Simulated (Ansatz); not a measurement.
**Geometry relaxation, with input and output: B3N2 (part 2 of 3)**

B3N2 (5 atoms in the cell); DFT PBE, scalar-relativistic, plane waves, PAW, no spin polarisation (Ansatz 0.2.0); cutoff 420 eV, 12×12×12 k-mesh, Gaussian smearing of 0.1 eV. The structure was made by a generator, so it may or may not be a known phase.

Geometry of the input (Å; fractional positions):
```
1.9834  1.1451  3.9188
-1.9834  1.1451  3.9188
0.0000  -2.2902  3.9188
B  -0.0000  0.2770  0.7230
B  0.7230  0.0000  0.2770
B  0.2770  0.7230  0.0000
N  0.3334  0.3334  0.3334
N  0.6666  0.6666  0.6666
```

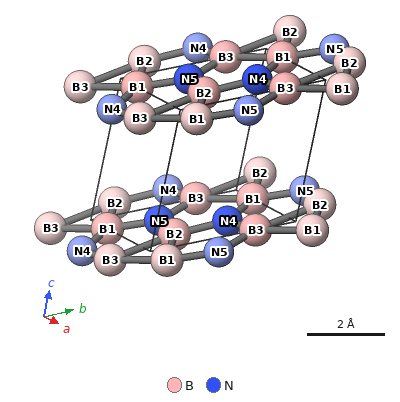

The geometry at step 9 of the log (ball-and-stick view of the reduced cell, seen slightly off an axis; neighbours outside the cell are drawn fainter; atoms are numbered from 1 in the order of the input).

## Output, continued
```
SCF iter   1: F=—  HF=-1237.151490 eV  |F-HF|=—  |Δ(HF+E_count)|=         —  Δρ=1.05e-3  dr2=1.03e-3  ethr=5.52e-6  ⟨swp⟩=2.3  Hψ=22030  notcnv=0
preconditioner: auto → LDOS  [metal: Δε(μ)=0.007 eV  Ē_g=13.518 eV  σ=0.100 eV  W_gap=0.04  n_scr=14 (ndim 8)  ℏωp=21.8 eV  f_vac=0.155  D(μ)=1.24/eV (n_scr^D=8)  β→1.0]
SCF iter   2: F=—  HF=-1237.151243 eV  |F-HF|=—  |Δ(HF+E_count)|=   2.47e-4  Δρ=5.27e-4  dr2=1.01e-4  ethr=5.43e-6  ⟨swp⟩=2.0  Hψ=4400  notcnv=0
SCF iter   3: F=—  HF=-1237.151265 eV  |F-HF|=—  |Δ(HF+E_count)|=   2.21e-5  Δρ=2.36e-4  dr2=2.87e-5  ethr=5.33e-7  ⟨swp⟩=2.0  Hψ=4472  notcnv=0
SCF iter   4: F=—  HF=-1237.151267 eV  |F-HF|=—  |Δ(HF+E_count)|=   2.10e-6  Δρ=3.67e-5  dr2=1.43e-6  ethr=1.51e-7  ⟨swp⟩=2.6  Hψ=4754  notcnv=0
SCF iter   5: F=-1237.151267 eV  HF=-1237.151267 eV  |F-HF|=3.11e-8  |Δ(HF+E_count)|=   7.58e-8  Δρ=7.68e-6  dr2=4.49e-8  ethr=4.03e-10  ⟨swp⟩=7.6  Hψ=20755  notcnv=0
SCF 5 converged in 5 iterations: F = -1237.151267 eV  dr2 = 4.49e-8
relax step   5: F+E_penalty+E_count = -1237.15126720 eV  Δ(F+E_penalty+E_count) = +1.470e-3 eV  max|allowed force component| = 1.409e-3 eV/Å  Δτ_max = 0.0002 Å  P = +0.029 GPa  Ω = 54.955 Å³  energy of the carried Pulay correction = -1.845e-3 eV  (5 SCF iters, dr2 threshold 7.67e-8 eV, accepted)
Crystal: 5 atoms, lattice volume = 55.050 Å³
iter 1 solved again at ethr=1.98e-7 eV; its pass at ethr=3.10e-3 eV (dr2=3.77e-5 eV) is discarded
SCF iter   1: F=—  HF=-1237.150988 eV  |F-HF|=—  |Δ(HF+E_count)|=         —  Δρ=1.67e-4  dr2=2.74e-5  ethr=1.98e-7  ⟨swp⟩=2.2  Hψ=20281  notcnv=0
preconditioner: auto → LDOS  [metal: Δε(μ)=0.003 eV  Ē_g=13.524 eV  σ=0.100 eV  W_gap=0.02  n_scr=14 (ndim 8)  ℏωp=21.8 eV  f_vac=0.153  D(μ)=1.26/eV (n_scr^D=8)  β→1.0]
SCF iter   2: F=—  HF=-1237.150985 eV  |F-HF|=—  |Δ(HF+E_count)|=   2.65e-6  Δρ=8.42e-5  dr2=2.62e-6  ethr=1.44e-7  ⟨swp⟩=2.0  Hψ=4422  notcnv=0
SCF iter   3: F=—  HF=-1237.150986 eV  |F-HF|=—  |Δ(HF+E_count)|=   2.40e-7  Δρ=3.86e-5  dr2=7.58e-7  ethr=1.38e-8  ⟨swp⟩=2.0  Hψ=4463  notcnv=0
SCF iter   4: F=—  HF=-1237.150985 eV  |F-HF|=—  |Δ(HF+E_count)|=   4.45e-7  Δρ=5.27e-6  dr2=2.41e-8  ethr=3.99e-9  ⟨swp⟩=2.3  Hψ=4702  notcnv=0
SCF iter   5: F=—  HF=-1237.150985 eV  |F-HF|=—  |Δ(HF+E_count)|=   1.23e-8  Δρ=1.35e-6  dr2=1.03e-9  ethr=1.27e-10  ⟨swp⟩=2.2  Hψ=4479  notcnv=0
SCF iter   6: F=-1237.150985 eV  HF=-1237.150985 eV  |F-HF|=4.55e-13  |Δ(HF+E_count)|=   1.08e-9  Δρ=3.01e-7  dr2=3.22e-11  ethr=1.00e-12  ⟨swp⟩=5.0  Hψ=14620  notcnv=0
SCF 6 converged in 6 iterations: F = -1237.150985 eV  dr2 = 3.22e-11
relax step   6: F+E_penalty+E_count = -1237.15098511 eV  Δ(F+E_penalty+E_count) = +2.821e-4 eV  max|allowed force component| = 8.500e-4 eV/Å  Δτ_max = 0.0001 Å  P = +0.006 GPa  Ω = 55.050 Å³  energy of the carried Pulay correction = -2.134e-3 eV  (6 SCF iters, accepted)
iter 1 solved again at ethr=3.27e-8 eV; its pass at ethr=3.10e-3 eV (dr2=6.21e-6 eV) is discarded
SCF iter   1: F=—  HF=-1237.153380 eV  |F-HF|=—  |Δ(HF+E_count)|=         —  Δρ=8.93e-5  dr2=5.86e-7  ethr=3.27e-8  ⟨swp⟩=3.6  Hψ=26036  notcnv=0
preconditioner: auto → LDOS  [metal: Δε(μ)=0.003 eV  Ē_g=13.526 eV  σ=0.100 eV  W_gap=0.02  n_scr=14 (ndim 8)  ℏωp=21.8 eV  f_vac=0.152  D(μ)=1.26/eV (n_scr^D=8)  β→1.0]
SCF iter   2: F=—  HF=-1237.153389 eV  |F-HF|=—  |Δ(HF+E_count)|=   8.98e-6  Δρ=2.47e-5  dr2=2.50e-7  ethr=3.08e-9  ⟨swp⟩=2.0  Hψ=4630  notcnv=0
SCF iter   3: F=—  HF=-1237.153389 eV  |F-HF|=—  |Δ(HF+E_count)|=   7.20e-8  Δρ=5.87e-6  dr2=7.85e-9  ethr=1.32e-9  ⟨swp⟩=2.0  Hψ=4498  notcnv=0
SCF iter   4: F=—  HF=-1237.153389 eV  |F-HF|=—  |Δ(HF+E_count)|=   6.82e-9  Δρ=7.29e-7  dr2=1.05e-10  ethr=4.13e-11  ⟨swp⟩=2.0  Hψ=4427  notcnv=0
SCF iter   5: F=-1237.153389 eV  HF=-1237.153389 eV  |F-HF|=4.55e-12  |Δ(HF+E_count)|=  2.53e-10  Δρ=1.08e-7  dr2=8.07e-12  ethr=1.00e-12  ⟨swp⟩=6.6  Hψ=12933  notcnv=0
SCF 7 converged in 5 iterations: F = -1237.153389 eV  dr2 = 8.07e-12
relax step   7: F+E_penalty+E_count = -1237.15338905 eV  Δ(F+E_penalty+E_count) = -2.404e-3 eV  max|allowed force component| = 8.055e-4 eV/Å  Δτ_max = 0.0000 Å  P = +0.069 GPa  Ω = 55.050 Å³  stress off target by 1.22e-1 GPa  SCF on the basis re-selected at this cell (its energy is not comparable with the rows above)  (5 SCF iters)
basis re-selected at this cell: Δ(F+E_penalty+E_count) = -2.404e-3 eV, ΔP = +0.063 GPa vs the last step (what re-selecting the basis moved, of the pressure what is left beyond the Pulay correction that the steps carried, after the strain that the cell walked since its last selection, with what the two solves' SCF thresholds leave and, on support functions, any second-order correction that the steps lacked; it is no measure of the basis error at this ecutwfc). This SCF's stress stands 1.22e-1 GPa from its target on what of the cell is left free (relax.cell.stress_tol is 5.00e-2 GPa) and its largest allowed force component is 8.05e-4 eV/Å (relax.f_tol is 1.00e-2 eV/Å): not within both, so this SCF does not close the relaxation
Crystal: 5 atoms, lattice volume = 55.520 Å³
Basis set: ecut = 420 eV, 1093 PW (Γ), exchange–correlation on 64×64×64 points (8 copies of the dense FFT grid, shifted against one another)
iter 1 solved again at ethr=4.71e-6 eV; its pass at ethr=3.10e-3 eV (dr2=8.95e-4 eV) is discarded
SCF iter   1: F=—  HF=-1237.152311 eV  |F-HF|=—  |Δ(HF+E_count)|=         —  Δρ=8.04e-4  dr2=6.26e-4  ethr=4.71e-6  ⟨swp⟩=2.3  Hψ=20902  notcnv=0
preconditioner: auto → LDOS  [metal: Δε(μ)=0.006 eV  Ē_g=13.505 eV  σ=0.100 eV  W_gap=0.03  n_scr=14 (ndim 8)  ℏωp=21.7 eV  f_vac=0.163  D(μ)=1.28/eV (n_scr^D=8)  β→1.0]
SCF iter   2: F=—  HF=-1237.152148 eV  |F-HF|=—  |Δ(HF+E_count)|=   1.63e-4  Δρ=3.93e-4  dr2=5.62e-5  ethr=3.30e-6  ⟨swp⟩=2.0  Hψ=4403  notcnv=0
SCF iter   3: F=—  HF=-1237.152170 eV  |F-HF|=—  |Δ(HF+E_count)|=   2.22e-5  Δρ=1.79e-4  dr2=1.66e-5  ethr=2.96e-7  ⟨swp⟩=2.0  Hψ=4452  notcnv=0
SCF iter   4: F=—  HF=-1237.152169 eV  |F-HF|=—  |Δ(HF+E_count)|=   1.52e-6  Δρ=2.52e-5  dr2=5.06e-7  ethr=8.74e-8  ⟨swp⟩=2.2  Hψ=4653  notcnv=0
SCF iter   5: F=-1237.152169 eV  HF=-1237.152169 eV  |F-HF|=1.63e-8  |Δ(HF+E_count)|=   3.02e-7  Δρ=6.41e-6  dr2=2.39e-8  ethr=1.95e-10  ⟨swp⟩=7.4  Hψ=19808  notcnv=0
SCF 8 converged in 5 iterations: F = -1237.152169 eV  dr2 = 2.39e-8
relax step   8: F+E_penalty+E_count = -1237.15216908 eV  Δ(F+E_penalty+E_count) = +1.220e-3 eV  max|allowed force component| = 1.178e-3 eV/Å  Δτ_max = 0.0004 Å  P = +0.015 GPa  Ω = 55.520 Å³  energy of the carried Pulay correction = -1.449e-3 eV  (5 SCF iters, dr2 threshold 3.70e-8 eV, accepted)
Crystal: 5 atoms, lattice volume = 55.712 Å³
iter 1 solved again at ethr=7.60e-7 eV; its pass at ethr=3.10e-3 eV (dr2=1.44e-4 eV) is discarded
SCF iter   1: F=—  HF=-1237.151598 eV  |F-HF|=—  |Δ(HF+E_count)|=         —  Δρ=3.23e-4  dr2=1.02e-4  ethr=7.60e-7  ⟨swp⟩=2.4  Hψ=20745  notcnv=0
preconditioner: auto → LDOS  [metal: Δε(μ)=0.009 eV  Ē_g=13.505 eV  σ=0.100 eV  W_gap=0.05  n_scr=14 (ndim 8)  ℏωp=21.7 eV  f_vac=0.163  D(μ)=1.29/eV (n_scr^D=8)  β→1.0]
SCF iter   2: F=—  HF=-1237.151572 eV  |F-HF|=—  |Δ(HF+E_count)|=   2.64e-5  Δρ=1.57e-4  dr2=9.16e-6  ethr=5.39e-7  ⟨swp⟩=2.0  Hψ=4386  notcnv=0
SCF iter   3: F=—  HF=-1237.151583 eV  |F-HF|=—  |Δ(HF+E_count)|=   1.08e-5  Δρ=7.33e-5  dr2=2.79e-6  ethr=4.82e-8  ⟨swp⟩=2.0  Hψ=4459  notcnv=0
SCF iter   4: F=—  HF=-1237.151581 eV  |F-HF|=—  |Δ(HF+E_count)|=   2.02e-6  Δρ=1.21e-5  dr2=9.01e-8  ethr=1.47e-8  ⟨swp⟩=2.1  Hψ=4503  notcnv=0
SCF iter   5: F=—  HF=-1237.151581 eV  |F-HF|=—  |Δ(HF+E_count)|=   5.54e-7  Δρ=2.55e-6  dr2=3.63e-9  ethr=4.74e-10  ⟨swp⟩=2.3  Hψ=4474  notcnv=0
SCF iter   6: F=—  HF=-1237.151581 eV  |F-HF|=—  |Δ(HF+E_count)|=   3.81e-9  Δρ=4.24e-7  dr2=6.33e-11  ethr=1.91e-11  ⟨swp⟩=2.2  Hψ=4367  notcnv=0
SCF iter   7: F=-1237.151581 eV  HF=-1237.151581 eV  |F-HF|=1.59e-12  |Δ(HF+E_count)|=  5.66e-11  Δρ=5.26e-8  dr2=1.39e-12  ethr=1.00e-12  ⟨swp⟩=6.1  Hψ=12032  notcnv=0
SCF 9 converged in 7 iterations: F = -1237.151581 eV  dr2 = 1.39e-12
relax step   9: F+E_penalty+E_count = -1237.15158109 eV  Δ(F+E_penalty+E_count) = +5.880e-4 eV  max|allowed force component| = 9.624e-4 eV/Å  Δτ_max = 0.0000 Å  P = -0.003 GPa  Ω = 55.712 Å³  energy of the carried Pulay correction = -2.058e-3 eV  (7 SCF iters, accepted)
iter 1 solved again at ethr=3.30e-8 eV; its pass at ethr=3.10e-3 eV (dr2=6.27e-6 eV) is discarded
SCF iter   1: F=—  HF=-1237.153768 eV  |F-HF|=—  |Δ(HF+E_count)|=         —  Δρ=8.12e-5  dr2=4.85e-7  ethr=3.30e-8  ⟨swp⟩=3.6  Hψ=26138  notcnv=0
preconditioner: auto → LDOS  [metal: Δε(μ)=0.009 eV  Ē_g=13.509 eV  σ=0.100 eV  W_gap=0.05  n_scr=14 (ndim 8)  ℏωp=21.7 eV  f_vac=0.162  D(μ)=1.29/eV (n_scr^D=8)  β→1.0]
SCF iter   2: F=—  HF=-1237.153781 eV  |F-HF|=—  |Δ(HF+E_count)|=   1.33e-5  Δρ=2.21e-5  dr2=2.03e-7  ethr=2.55e-9  ⟨swp⟩=2.0  Hψ=4632  notcnv=0
SCF iter   3: F=—  HF=-1237.153781 eV  |F-HF|=—  |Δ(HF+E_count)|=   5.84e-8  Δρ=5.23e-6  dr2=6.04e-9  ethr=1.07e-9  ⟨swp⟩=2.0  Hψ=4493  notcnv=0
SCF iter   4: F=—  HF=-1237.153781 eV  |F-HF|=—  |Δ(HF+E_count)|=   6.22e-9  Δρ=6.48e-7  dr2=7.90e-11  ethr=3.18e-11  ⟨swp⟩=2.0  Hψ=4435  notcnv=0
SCF iter   5: F=-1237.153781 eV  HF=-1237.153781 eV  |F-HF|=3.64e-12  |Δ(HF+E_count)|=  2.08e-10  Δρ=9.91e-8  dr2=6.07e-12  ethr=1.00e-12  ⟨swp⟩=6.6  Hψ=12853  notcnv=0
SCF 10 converged in 5 iterations: F = -1237.153781 eV  dr2 = 6.07e-12
relax step  10: F+E_penalty+E_count = -1237.15378109 eV  Δ(F+E_penalty+E_count) = -2.200e-3 eV  max|allowed force component| = 9.432e-4 eV/Å  Δτ_max = 0.0000 Å  P = +0.026 GPa  Ω = 55.712 Å³  stress off target by 8.05e-2 GPa  SCF on the basis re-selected at this cell (its energy is not comparable with the rows above)  (5 SCF iters)
basis re-selected at this cell: Δ(F+E_penalty+E_count) = -2.200e-3 eV, ΔP = +0.028 GPa vs the last step (what re-selecting the basis moved, of the pressure what is left beyond the Pulay correction that the steps carried, after the strain that the cell walked since its last selection, with what the two solves' SCF thresholds leave and, on support functions, any second-order correction that the steps lacked; it is no measure of the basis error at this ecutwfc). This SCF's stress stands 8.05e-2 GPa from its target on what of the cell is left free (relax.cell.stress_tol is 5.00e-2 GPa) and its largest allowed force component is 9.43e-4 eV/Å (relax.f_tol is 1.00e-2 eV/Å): not within both, so this SCF does not close the relaxation
Crystal: 5 atoms, lattice volume = 56.128 Å³
Basis set: ecut = 420 eV, 1129 PW (Γ), exchange–correlation on 64×64×64 points (8 copies of the dense FFT grid, shifted against one another)
iter 1 solved again at ethr=3.64e-6 eV; its pass at ethr=3.10e-3 eV (dr2=6.91e-4 eV) is discarded
SCF iter   1: F=—  HF=-1237.152728 eV  |F-HF|=—  |Δ(HF+E_count)|=         —  Δρ=7.00e-4  dr2=4.83e-4  ethr=3.64e-6  ⟨swp⟩=2.4  Hψ=21083  notcnv=0
preconditioner: auto → LDOS  [metal: Δε(μ)=0.014 eV  Ē_g=13.491 eV  σ=0.100 eV  W_gap=0.08  n_scr=14 (ndim 8)  ℏωp=21.6 eV  f_vac=0.171  D(μ)=1.31/eV (n_scr^D=8)  β→1.0]
SCF iter   2: F=—  HF=-1237.152602 eV  |F-HF|=—  |Δ(HF+E_count)|=   1.26e-4  Δρ=3.40e-4  dr2=4.25e-5  ethr=2.54e-6  ⟨swp⟩=2.0  Hψ=4380  notcnv=0
SCF iter   3: F=—  HF=-1237.152624 eV  |F-HF|=—  |Δ(HF+E_count)|=   2.22e-5  Δρ=1.56e-4  dr2=1.29e-5  ethr=2.24e-7  ⟨swp⟩=2.0  Hψ=4449  notcnv=0
SCF iter   4: F=—  HF=-1237.152624 eV  |F-HF|=—  |Δ(HF+E_count)|=   4.70e-8  Δρ=2.60e-5  dr2=4.15e-7  ethr=6.77e-8  ⟨swp⟩=2.1  Hψ=4519  notcnv=0
SCF iter   5: F=—  HF=-1237.152625 eV  |F-HF|=—  |Δ(HF+E_count)|=   2.88e-7  Δρ=5.56e-6  dr2=1.76e-8  ethr=2.19e-9  ⟨swp⟩=2.3  Hψ=4505  notcnv=0
SCF iter   6: F=-1237.152625 eV  HF=-1237.152625 eV  |F-HF|=1.80e-10  |Δ(HF+E_count)|=   1.88e-8  Δρ=9.54e-7  dr2=3.23e-10  ethr=8.52e-11  ⟨swp⟩=8.2  Hψ=16734  notcnv=0
SCF 11 converged in 6 iterations: F = -1237.152625 eV  dr2 = 3.23e-10
relax step  11: F+E_penalty+E_count = -1237.15262465 eV  Δ(F+E_penalty+E_count) = +1.156e-3 eV  max|allowed force component| = 8.307e-4 eV/Å  Δτ_max = 0.0001 Å  P = +0.007 GPa  Ω = 56.128 Å³  energy of the carried Pulay correction = -1.283e-3 eV  (6 SCF iters, dr2 threshold 1.62e-8 eV, accepted)
Crystal: 5 atoms, lattice volume = 56.238 Å³
iter 1 solved again at ethr=2.47e-7 eV; its pass at ethr=3.10e-3 eV (dr2=4.70e-5 eV) is discarded
SCF iter   1: F=—  HF=-1237.152280 eV  |F-HF|=—  |Δ(HF+E_count)|=         —  Δρ=1.85e-4  dr2=3.36e-5  ethr=2.47e-7  ⟨swp⟩=2.4  Hψ=20619  notcnv=0
preconditioner: auto → LDOS  [metal: Δε(μ)=0.015 eV  Ē_g=13.494 eV  σ=0.100 eV  W_gap=0.08  n_scr=14 (ndim 8)  ℏωp=21.6 eV  f_vac=0.170  D(μ)=1.31/eV (n_scr^D=8)  β→1.0]
SCF iter   2: F=—  HF=-1237.152283 eV  |F-HF|=—  |Δ(HF+E_count)|=   2.59e-6  Δρ=9.11e-5  dr2=3.05e-6  ethr=1.77e-7  ⟨swp⟩=2.0  Hψ=4399  notcnv=0
SCF iter   3: F=—  HF=-1237.152283 eV  |F-HF|=—  |Δ(HF+E_count)|=   7.02e-7  Δρ=4.09e-5  dr2=8.90e-7  ethr=1.60e-8  ⟨swp⟩=2.0  Hψ=4447  notcnv=0
SCF iter   4: F=—  HF=-1237.152283 eV  |F-HF|=—  |Δ(HF+E_count)|=   6.91e-7  Δρ=5.65e-6  dr2=2.64e-8  ethr=4.69e-9  ⟨swp⟩=2.2  Hψ=4601  notcnv=0
SCF iter   5: F=—  HF=-1237.152283 eV  |F-HF|=—  |Δ(HF+E_count)|=   1.66e-8  Δρ=1.47e-6  dr2=1.30e-9  ethr=1.39e-10  ⟨swp⟩=2.3  Hψ=4508  notcnv=0
SCF iter   6: F=-1237.152283 eV  HF=-1237.152283 eV  |F-HF|=1.09e-11  |Δ(HF+E_count)|=   1.36e-9  Δρ=2.62e-7  dr2=2.46e-11  ethr=1.00e-12  ⟨swp⟩=5.1  Hψ=14619  notcnv=0
SCF 12 converged in 6 iterations: F = -1237.152283 eV  dr2 = 2.46e-11
  greatest PAW one-centre occupation: 0.802 electrons in one spin orbital (limit 2), on the N atom at site 3 (counted from 0), in its partial waves of l = 0
relax step  12: F+E_penalty+E_count = -1237.15228254 eV  Δ(F+E_penalty+E_count) = +3.421e-4 eV  max|allowed force component| = 5.639e-4 eV/Å  Δτ_max = 0.0000 Å  P = +0.001 GPa  Ω = 56.238 Å³  energy of the carried Pulay correction = -1.631e-3 eV  (6 SCF iters, accepted)
iter 1 solved again at ethr=4.07e-8 eV; its pass at ethr=3.10e-3 eV (dr2=7.73e-6 eV) is discarded
SCF iter   1: F=—  HF=-1237.154004 eV  |F-HF|=—  |Δ(HF+E_count)|=         —  Δρ=7.01e-5  dr2=3.25e-7  ethr=4.07e-8  ⟨swp⟩=3.5  Hψ=26043  notcnv=0
preconditioner: auto → LDOS  [metal: Δε(μ)=0.015 eV  Ē_g=13.496 eV  σ=0.100 eV  W_gap=0.08  n_scr=14 (ndim 8)  ℏωp=21.6 eV  f_vac=0.169  D(μ)=1.32/eV (n_scr^D=8)  β→1.0]
SCF iter   2: F=—  HF=-1237.154036 eV  |F-HF|=—  |Δ(HF+E_count)|=   3.15e-5  Δρ=1.79e-5  dr2=1.34e-7  ethr=1.71e-9  ⟨swp⟩=2.0  Hψ=4632  notcnv=0
SCF iter   3: F=—  HF=-1237.154036 eV  |F-HF|=—  |Δ(HF+E_count)|=   4.59e-8  Δρ=4.26e-6  dr2=3.91e-9  ethr=7.04e-10  ⟨swp⟩=2.0  Hψ=4495  notcnv=0
SCF iter   4: F=—  HF=-1237.154036 eV  |F-HF|=—  |Δ(HF+E_count)|=   1.25e-8  Δρ=5.26e-7  dr2=5.43e-11  ethr=2.06e-11  ⟨swp⟩=2.0  Hψ=4436  notcnv=0
SCF iter   5: F=-1237.154036 eV  HF=-1237.154036 eV  |F-HF|=4.32e-12  |Δ(HF+E_count)|=  2.46e-10  Δρ=8.25e-8  dr2=4.28e-12  ethr=1.00e-12  ⟨swp⟩=6.5  Hψ=12516  notcnv=0
SCF 13 converged in 5 iterations: F = -1237.154036 eV  dr2 = 4.28e-12
relax step  13: F+E_penalty+E_count = -1237.15403554 eV  Δ(F+E_penalty+E_count) = -1.753e-3 eV  max|allowed force component| = 5.757e-4 eV/Å  Δτ_max = 0.0000 Å  P = +0.013 GPa  Ω = 56.238 Å³  stress off target by 5.39e-2 GPa  SCF on the basis re-selected at this cell (its energy is not comparable with the rows above)  (5 SCF iters)
basis re-selected at this cell: Δ(F+E_penalty+E_count) = -1.753e-3 eV, ΔP = +0.012 GPa vs the last step (what re-selecting the basis moved, of the pressure what is left beyond the Pulay correction that the steps carried, after the strain that the cell walked since its last selection, with what the two solves' SCF thresholds leave and, on support functions, any second-order correction that the steps lacked; it is no measure of the basis error at this ecutwfc). This SCF's stress stands 5.39e-2 GPa from its target on what of the cell is left free (relax.cell.stress_tol is 5.00e-2 GPa) and its largest allowed force component is 5.76e-4 eV/Å (relax.f_tol is 1.00e-2 eV/Å): not within both, so this SCF does not close the relaxation
Crystal: 5 atoms, lattice volume = 56.578 Å³
iter 1 solved again at ethr=2.42e-6 eV; its pass at ethr=3.10e-3 eV (dr2=4.59e-4 eV) is discarded
```
